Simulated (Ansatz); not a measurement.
Cu: geometry relaxation (part 1 of 3)

The run: geometry relaxation of Cu (2 atoms in the cell). Method and program: DFT, PBE, PAW with Ansatz's default frozen-core files, scalar-relativistic, no spin polarisation (Ansatz 0.2.0).

The structure was built on a prototype by a generator; it need not be a known phase. Its volume is 1.31 times that of the source entry. It belongs to a series of runs on one base structure; here: diamond relaxed under pressure, PAW files. Figures and captions count atoms from 1; the log counts them from 0 in places.

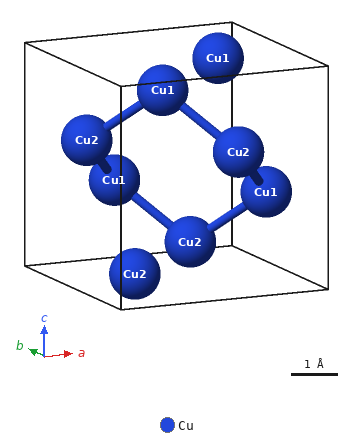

Fig. 1: The input geometry (ball-and-stick view of the cell 4 times as large as that of the calculation, set on its symmetry axes, seen slightly off an axis; atoms are numbered from 1 in the order of the input).

Input file
```yaml
crystal:
  lattice:
    - [0.0, 2.4984494384, 2.4984494384]
    - [2.4984494384, 0.0, 2.4984494384]
    - [2.4984494384, 2.4984494384, 0.0]
  atoms:
    - { symbol: Cu, position: [-0.125, -0.125, -0.125] }
    - { symbol: Cu, position: [0.125, 0.125, 0.125] }
kpoints:
  mp_grid: { grid: [13, 13, 13] }
scf:
  occupations: { method: fermi_dirac, width: 0.05 }
hamiltonian:
  xc: pbe
  pseudopotentials: { kind: paw }
output:
  forces: true
  stress: true
  eigenvalues: true
  write_density: true
  write_potential: true
  elf: true
  volumetric_format: npy
relax:
  f_tol: 0.005
  max_steps: 40
  cell: { p_target: -3.7, stress_tol: 0.03 }
```

Launched with:
```bash
ansatz run input.yaml --threads 1 --pin off --max-ram 3584MiB --backend cpu --events-out ev --progress --plain --runs-dir out
```

What the program printed
```
Engine: ansatz 0.2.0, x86_64-unknown-linux-gnu
Pseudopotentials: kind: paw
Pseudopotential: Cu, paw, valence charge 19, recommended cutoff 420 eV (normal), Cu.paw.azcp
Functional definition: PBE
  parameter kappa = 0.804
  parameter beta = 0.06672455060314922
  exchange = pbe_x(kappa = kappa, mu = beta*pi^2/3)
  correlation = pbe_c(beta = beta)
Crystal: 2 atoms, lattice volume = 31.192 Å³
Basis set: ecut = 420 eV, 609 PW (Γ), exchange–correlation on 48×48×48 points (8 copies of the dense FFT grid, shifted against one another)
Bands: 23, of which v1, the nominal top of the filled ones, is band 19 counted from 1 (18 counted from 0)
Symmetry: 48 space group operations
Space group: Fd-3m (ITA 227), of the structure as read, at distance tolerance 3.1e-5 Å
k-points: 84 of 2197
Non-local potential: Cu, projectors of the file, l = 0: 3, l = 1: 2, l = 2: 3, l = 3: 1
PAW form: soft (Blöchl's): semilocal exchange-correlation on the pseudo side does not see the compensation charge
PAW one-centre angular grid: Cu, 590 points (default); XC on 64 Gauss nodes
Initial density: superposition of atomic densities (neutral atoms: chi_scale 0, normalization atom), corrected by the library's trained network
Initial wavefunctions: pseudopotential atomic-orbital guess
Functional: x = pbe(κ = 0.804, μ = 0.2195149727645171), c = pbe(β = 0.06672455060314922)
SCF iter   1: F=—  HF=-13247.930002 eV  |F-HF|=—  |Δ(HF+E_count)|=         —  Δρ=2.50e-3  dr2=1.30e-3  ethr=1.77e-3  ⟨swp⟩=5.8  Hψ=7485  notcnv=0
preconditioner: auto → LDOS  [metal: Δε(μ)=0.038 eV  Ē_g=8.971 eV  σ=0.050 eV  W_gap=0.18  n_scr=14 (ndim 8)  ℏωp=31.2 eV  f_vac=0.058  D(μ)=1.02/eV (n_scr^D=8)  β→1.0]
SCF iter   2: F=—  HF=-13247.931197 eV  |F-HF|=—  |Δ(HF+E_count)|=   1.20e-3  Δρ=5.10e-3  dr2=4.21e-3  ethr=3.43e-6  ⟨swp⟩=2.3  Hψ=4553  notcnv=0
SCF iter   3: F=—  HF=-13247.930370 eV  |F-HF|=—  |Δ(HF+E_count)|=   8.28e-4  Δρ=1.32e-3  dr2=3.07e-4  ethr=3.43e-6  ⟨swp⟩=2.0  Hψ=3829  notcnv=0
SCF iter   4: F=—  HF=-13247.930271 eV  |F-HF|=—  |Δ(HF+E_count)|=   9.84e-5  Δρ=4.63e-5  dr2=3.60e-7  ethr=8.08e-7  ⟨swp⟩=2.0  Hψ=2802  notcnv=0
SCF iter   5: F=—  HF=-13247.930279 eV  |F-HF|=—  |Δ(HF+E_count)|=   8.24e-6  Δρ=1.12e-5  dr2=1.85e-8  ethr=9.48e-10  ⟨swp⟩=2.0  Hψ=3376  notcnv=0
SCF iter   6: F=-13247.930279 eV  HF=-13247.930279 eV  |F-HF|=1.75e-10  |Δ(HF+E_count)|=   1.69e-8  Δρ=1.10e-6  dr2=2.00e-10  ethr=4.86e-11  ⟨swp⟩=5.2  Hψ=11079  notcnv=0
SCF 1 converged in 6 iterations: F = -13247.930279 eV  dr2 = 2.00e-10
  greatest PAW one-centre occupation: 1.000 electrons in one spin orbital (limit 2), on the Cu atom at site 1 (counted from 0), in its partial waves of l = 0
relax step   1: F+E_penalty+E_count = -13247.93027943 eV  Δ(F+E_penalty+E_count) = +0.000e0 eV  max|allowed force component| = 1.850e-17 eV/Å  Δτ_max = 0.0000 Å  P = +18.735 GPa  Ω = 31.192 Å³  (6 SCF iters, dr2 threshold 1.00e-7 eV, accepted)
Crystal: 2 atoms, lattice volume = 34.519 Å³
Basis set: ecut = 420 eV, 645 PW (Γ), exchange–correlation on 48×48×48 points (8 copies of the dense FFT grid, shifted against one another)
Initial density: handed on by an earlier stage of this run
Initial wavefunctions: those handed on with the density
iter 1 solved again at ethr=4.51e-4 eV; its pass at ethr=3.10e-3 eV (dr2=1.71e-1 eV) is discarded
SCF iter   1: F=—  HF=-13248.224624 eV  |F-HF|=—  |Δ(HF+E_count)|=         —  Δρ=2.70e-2  dr2=1.74e-1  ethr=4.51e-4  ⟨swp⟩=1.0  Hψ=9913  notcnv=0
preconditioner: auto → Kerker (q_TF=auto, 2.772 Å⁻¹)  [metal: Δε(μ)=0.018 eV  Ē_g=8.518 eV  σ=0.050 eV  W_gap=0.09  n_scr=14 (ndim 8)  ℏωp=29.6 eV  f_vac=0.089  D(μ)=0.84/eV (n_scr^D=0)]
SCF iter   2: F=—  HF=-13248.207135 eV  |F-HF|=—  |Δ(HF+E_count)|=   1.75e-2  Δρ=1.56e-2  dr2=3.03e-2  ethr=4.51e-4  ⟨swp⟩=2.5  Hψ=3184  notcnv=0
preconditioner: auto → LDOS  [metal: Δε(μ)=0.017 eV  Ē_g=8.269 eV  σ=0.050 eV  W_gap=0.08  n_scr=14 (ndim 8)  ℏωp=29.6 eV  f_vac=0.089  D(μ)=1.08/eV (n_scr^D=8)  β→1.0]
SCF iter   3: F=—  HF=-13248.190630 eV  |F-HF|=—  |Δ(HF+E_count)|=   1.65e-2  Δρ=5.02e-3  dr2=7.72e-3  ethr=7.98e-5  ⟨swp⟩=3.0  Hψ=4360  notcnv=0
SCF iter   4: F=—  HF=-13248.189646 eV  |F-HF|=—  |Δ(HF+E_count)|=   9.84e-4  Δρ=9.34e-4  dr2=1.14e-4  ethr=2.03e-5  ⟨swp⟩=1.9  Hψ=2488  notcnv=0
SCF iter   5: F=—  HF=-13248.190022 eV  |F-HF|=—  |Δ(HF+E_count)|=   3.76e-4  Δρ=2.29e-4  dr2=8.03e-6  ethr=3.01e-7  ⟨swp⟩=2.0  Hψ=3376  notcnv=0
SCF iter   6: F=—  HF=-13248.190028 eV  |F-HF|=—  |Δ(HF+E_count)|=   5.50e-6  Δρ=4.65e-5  dr2=8.55e-7  ethr=2.11e-8  ⟨swp⟩=2.0  Hψ=3511  notcnv=0
SCF iter   7: F=-13248.190028 eV  HF=-13248.190028 eV  |F-HF|=8.46e-9  |Δ(HF+E_count)|=   5.47e-8  Δρ=5.95e-6  dr2=1.51e-8  ethr=5.26e-10  ⟨swp⟩=9.3  Hψ=14382  notcnv=0
SCF 2 converged in 7 iterations: F = -13248.190028 eV  dr2 = 1.51e-8
relax step   2: F+E_penalty+E_count = -13248.19002766 eV  Δ(F+E_penalty+E_count) = -2.597e-1 eV  max|allowed force component| = 1.272e-16 eV/Å  Δτ_max = 0.0000 Å  P = +7.417 GPa  Ω = 34.519 Å³  energy of the carried Pulay correction = -1.581e-3 eV  (7 SCF iters, dr2 threshold 2.00e-7 eV, accepted)
Crystal: 2 atoms, lattice volume = 38.549 Å³
Basis set: ecut = 420 eV, 749 PW (Γ), exchange–correlation on 48×48×48 points (8 copies of the dense FFT grid, shifted against one another)
iter 1 solved again at ethr=6.01e-4 eV; its pass at ethr=3.10e-3 eV (dr2=2.28e-1 eV) is discarded
SCF iter   1: F=—  HF=-13248.307573 eV  |F-HF|=—  |Δ(HF+E_count)|=         —  Δρ=2.93e-2  dr2=2.29e-1  ethr=6.01e-4  ⟨swp⟩=1.0  Hψ=11512  notcnv=0
preconditioner: auto → none  [insulator: Δε(μ)=0.227 eV  Ē_g=7.971 eV  σ=0.050 eV  W_gap=0.57  n_scr=14 (ndim 8)  ℏωp=28.1 eV  f_vac=0.136  D(μ)=0.74/eV (n_scr^D=0)  ε∞_Penn≈13.4]
SCF iter   2: F=—  HF=-13248.363983 eV  |F-HF|=—  |Δ(HF+E_count)|=   5.64e-2  Δρ=4.67e-2  dr2=4.76e-1  ethr=6.01e-4  ⟨swp⟩=3.6  Hψ=4124  notcnv=0  recentre
preconditioner: auto → LDOS  [metal: Δε(μ)=0.015 eV  Ē_g=7.434 eV  σ=0.050 eV  W_gap=0.07  n_scr=14 (ndim 8)  ℏωp=28.1 eV  f_vac=0.152  D(μ)=1.17/eV (n_scr^D=8)  β→1.0]
SCF iter   3: F=—  HF=-13248.267615 eV  |F-HF|=—  |Δ(HF+E_count)|=   9.64e-2  Δρ=9.84e-3  dr2=2.60e-2  ethr=6.01e-4  ⟨swp⟩=2.1  Hψ=3824  notcnv=0
SCF iter   4: F=—  HF=-13248.262937 eV  |F-HF|=—  |Δ(HF+E_count)|=   4.68e-3  Δρ=4.23e-4  dr2=2.01e-5  ethr=6.85e-5  ⟨swp⟩=2.0  Hψ=3119  notcnv=0
SCF iter   5: F=—  HF=-13248.263021 eV  |F-HF|=—  |Δ(HF+E_count)|=   8.41e-5  Δρ=3.38e-4  dr2=1.46e-5  ethr=5.28e-8  ⟨swp⟩=2.2  Hψ=3544  notcnv=0
SCF iter   6: F=-13248.263017 eV  HF=-13248.263017 eV  |F-HF|=8.55e-8  |Δ(HF+E_count)|=   3.75e-6  Δρ=3.17e-5  dr2=1.16e-7  ethr=5.26e-10  ⟨swp⟩=7.2  Hψ=14704  notcnv=0
SCF 3 converged in 6 iterations: F = -13248.263017 eV  dr2 = 1.16e-7
relax step   3: F+E_penalty+E_count = -13248.26301717 eV  Δ(F+E_penalty+E_count) = -7.299e-2 eV  max|allowed force component| = 8.327e-17 eV/Å  Δτ_max = 0.0000 Å  P = -0.844 GPa  Ω = 38.549 Å³  energy of the carried Pulay correction = -3.295e-3 eV  (6 SCF iters, dr2 threshold 2.00e-7 eV, accepted)
Crystal: 2 atoms, lattice volume = 40.949 Å³
Basis set: ecut = 420 eV, 821 PW (Γ), exchange–correlation on 48×48×48 points (8 copies of the dense FFT grid, shifted against one another)
iter 1 solved again at ethr=1.72e-4 eV; its pass at ethr=3.10e-3 eV (dr2=6.52e-2 eV) is discarded
SCF iter   1: F=—  HF=-13248.234122 eV  |F-HF|=—  |Δ(HF+E_count)|=         —  Δρ=1.56e-2  dr2=6.82e-2  ethr=1.72e-4  ⟨swp⟩=1.5  Hψ=9890  notcnv=0
preconditioner: auto → none  [insulator: Δε(μ)=0.205 eV  Ē_g=7.559 eV  σ=0.050 eV  W_gap=0.59  n_scr=14 (ndim 8)  ℏωp=27.2 eV  f_vac=0.167  D(μ)=0.77/eV (n_scr^D=0)  ε∞_Penn≈14.0]
SCF iter   2: F=—  HF=-13248.251676 eV  |F-HF|=—  |Δ(HF+E_count)|=   1.76e-2  Δρ=2.43e-2  dr2=1.37e-1  ethr=1.72e-4  ⟨swp⟩=3.7  Hψ=4254  notcnv=0  recentre
SCF iter   3: F=—  HF=-13248.222062 eV  |F-HF|=—  |Δ(HF+E_count)|=   2.96e-2  Δρ=3.24e-3  dr2=3.45e-3  ethr=1.72e-4  ⟨swp⟩=2.0  Hψ=3719  notcnv=0
SCF iter   4: F=—  HF=-13248.221221 eV  |F-HF|=—  |Δ(HF+E_count)|=   8.41e-4  Δρ=2.50e-4  dr2=3.42e-5  ethr=9.07e-6  ⟨swp⟩=2.2  Hψ=2849  notcnv=0
SCF iter   5: F=—  HF=-13248.221213 eV  |F-HF|=—  |Δ(HF+E_count)|=   7.66e-6  Δρ=2.40e-4  dr2=1.55e-5  ethr=8.99e-8  ⟨swp⟩=2.5  Hψ=3465  notcnv=0
SCF iter   6: F=—  HF=-13248.221213 eV  |F-HF|=—  |Δ(HF+E_count)|=   1.75e-8  Δρ=3.93e-5  dr2=3.35e-7  ethr=4.09e-8  ⟨swp⟩=2.5  Hψ=2868  notcnv=0
SCF iter   7: F=-13248.221213 eV  HF=-13248.221213 eV  |F-HF|=3.80e-10  |Δ(HF+E_count)|=   1.92e-8  Δρ=1.89e-6  dr2=6.34e-10  ethr=5.26e-10  ⟨swp⟩=8.0  Hψ=12242  notcnv=0
SCF 4 converged in 7 iterations: F = -13248.221213 eV  dr2 = 6.34e-10
relax step   4: F+E_penalty+E_count = -13248.22121291 eV  Δ(F+E_penalty+E_count) = +4.180e-2 eV  max|allowed force component| = 5.435e-17 eV/Å  Δτ_max = 0.0000 Å  P = -4.538 GPa  Ω = 40.949 Å³  energy of the carried Pulay correction = -4.226e-3 eV  (7 SCF iters, dr2 threshold 2.00e-7 eV, accepted)
Crystal: 2 atoms, lattice volume = 40.378 Å³
iter 1 solved again at ethr=8.96e-6 eV; its pass at ethr=3.10e-3 eV (dr2=3.40e-3 eV) is discarded
SCF iter   1: F=—  HF=-13248.236714 eV  |F-HF|=—  |Δ(HF+E_count)|=         —  Δρ=3.52e-3  dr2=3.42e-3  ethr=8.96e-6  ⟨swp⟩=1.5  Hψ=9664  notcnv=0
preconditioner: auto → none  [insulator: Δε(μ)=0.185 eV  Ē_g=7.480 eV  σ=0.050 eV  W_gap=0.55  n_scr=14 (ndim 8)  ℏωp=27.4 eV  f_vac=0.167  D(μ)=0.81/eV (n_scr^D=0)  ε∞_Penn≈14.4]
SCF iter   2: F=—  HF=-13248.237467 eV  |F-HF|=—  |Δ(HF+E_count)|=   7.53e-4  Δρ=5.07e-3  dr2=5.90e-3  ethr=8.96e-6  ⟨swp⟩=3.0  Hψ=3908  notcnv=0
SCF iter   3: F=—  HF=-13248.236171 eV  |F-HF|=—  |Δ(HF+E_count)|=   1.30e-3  Δρ=1.02e-3  dr2=1.95e-4  ethr=8.96e-6  ⟨swp⟩=2.0  Hψ=2786  notcnv=0
SCF iter   4: F=—  HF=-13248.236085 eV  |F-HF|=—  |Δ(HF+E_count)|=   8.61e-5  Δρ=3.22e-5  dr2=2.86e-7  ethr=5.13e-7  ⟨swp⟩=3.0  Hψ=3506  notcnv=0
SCF iter   5: F=—  HF=-13248.236088 eV  |F-HF|=—  |Δ(HF+E_count)|=   3.01e-6  Δρ=4.52e-5  dr2=4.59e-7  ethr=5.26e-10  ⟨swp⟩=9.0  Hψ=14598  notcnv=0
SCF iter   6: F=-13248.236088 eV  HF=-13248.236088 eV  |F-HF|=4.96e-9  |Δ(HF+E_count)|=   1.13e-8  Δρ=6.15e-6  dr2=9.04e-9  ethr=5.26e-10  ⟨swp⟩=6.1  Hψ=13097  notcnv=0
SCF 5 converged in 6 iterations: F = -13248.236088 eV  dr2 = 9.04e-9
relax step   5: F+E_penalty+E_count = -13248.23608769 eV  Δ(F+E_penalty+E_count) = -1.487e-2 eV  max|allowed force component| = 4.742e-17 eV/Å  Δτ_max = 0.0000 Å  P = -3.698 GPa  Ω = 40.378 Å³  energy of the carried Pulay correction = -4.010e-3 eV  (6 SCF iters, dr2 threshold 2.00e-7 eV, accepted)
Basis set: ecut = 420 eV, 749 PW (Γ), exchange–correlation on 54×54×54 points (8 copies of the dense FFT grid, shifted against one another)
Initial wavefunctions: pseudopotential atomic-orbital guess (no wavefunctions were taken with the density)
iter 1 solved again at ethr=2.78e-6 eV; its pass at ethr=3.10e-3 eV (dr2=1.06e-3 eV) is discarded
SCF iter   1: F=—  HF=-13248.173431 eV  |F-HF|=—  |Δ(HF+E_count)|=         —  Δρ=4.52e-3  dr2=1.01e-3  ethr=2.78e-6  ⟨swp⟩=2.0  Hψ=11035  notcnv=0
preconditioner: auto → none  [insulator: Δε(μ)=0.193 eV  Ē_g=7.535 eV  σ=0.050 eV  W_gap=0.57  n_scr=14 (ndim 8)  ℏωp=27.4 eV  f_vac=0.165  D(μ)=0.78/eV (n_scr^D=0)  ε∞_Penn≈14.2]
SCF iter   2: F=—  HF=-13248.235978 eV  |F-HF|=—  |Δ(HF+E_count)|=   6.25e-2  Δρ=7.35e-3  dr2=1.17e-2  ethr=2.65e-6  ⟨swp⟩=2.0  Hψ=3864  notcnv=0  recentre
SCF iter   3: F=—  HF=-13248.217038 eV  |F-HF|=—  |Δ(HF+E_count)|=   1.89e-2  Δρ=2.93e-3  dr2=1.13e-4  ethr=2.65e-6  ⟨swp⟩=2.0  Hψ=3864  notcnv=0
SCF iter   4: F=—  HF=-13248.250844 eV  |F-HF|=—  |Δ(HF+E_count)|=   3.38e-2  Δρ=1.10e-3  dr2=1.33e-5  ethr=2.98e-7  ⟨swp⟩=2.0  Hψ=3393  notcnv=0
SCF iter   5: F=—  HF=-13248.255978 eV  |F-HF|=—  |Δ(HF+E_count)|=   5.13e-3  Δρ=1.56e-4  dr2=2.34e-6  ethr=3.51e-8  ⟨swp⟩=2.0  Hψ=3542  notcnv=0
SCF iter   6: F=—  HF=-13248.256055 eV  |F-HF|=—  |Δ(HF+E_count)|=   7.72e-5  Δρ=6.12e-5  dr2=5.34e-7  ethr=6.15e-9  ⟨swp⟩=1.5  Hψ=1986  notcnv=0
SCF iter   7: F=—  HF=-13248.256064 eV  |F-HF|=—  |Δ(HF+E_count)|=   9.54e-6  Δρ=1.05e-5  dr2=4.21e-8  ethr=1.41e-9  ⟨swp⟩=2.0  Hψ=2787  notcnv=0
SCF iter   8: F=—  HF=-13248.256064 eV  |F-HF|=—  |Δ(HF+E_count)|=   5.24e-9  Δρ=3.73e-6  dr2=5.44e-9  ethr=1.11e-10  ⟨swp⟩=1.1  Hψ=1942  notcnv=0
SCF iter   9: F=—  HF=-13248.256064 eV  |F-HF|=—  |Δ(HF+E_count)|=  5.31e-10  Δρ=1.11e-6  dr2=4.85e-10  ethr=1.43e-11  ⟨swp⟩=1.4  Hψ=2127  notcnv=0
SCF iter  10: F=—  HF=-13248.256064 eV  |F-HF|=—  |Δ(HF+E_count)|=  5.09e-11  Δρ=1.88e-7  dr2=1.43e-11  ethr=1.28e-12  ⟨swp⟩=2.5  Hψ=2717  notcnv=0
SCF iter  11: F=-13248.256064 eV  HF=-13248.256064 eV  |F-HF|=1.82e-12  |Δ(HF+E_count)|=  7.28e-12  Δρ=1.44e-8  dr2=8.04e-14  ethr=1.00e-12  ⟨swp⟩=5.0  Hψ=7432  notcnv=0
SCF 6 converged in 11 iterations: F = -13248.256064 eV  dr2 = 8.04e-14
```
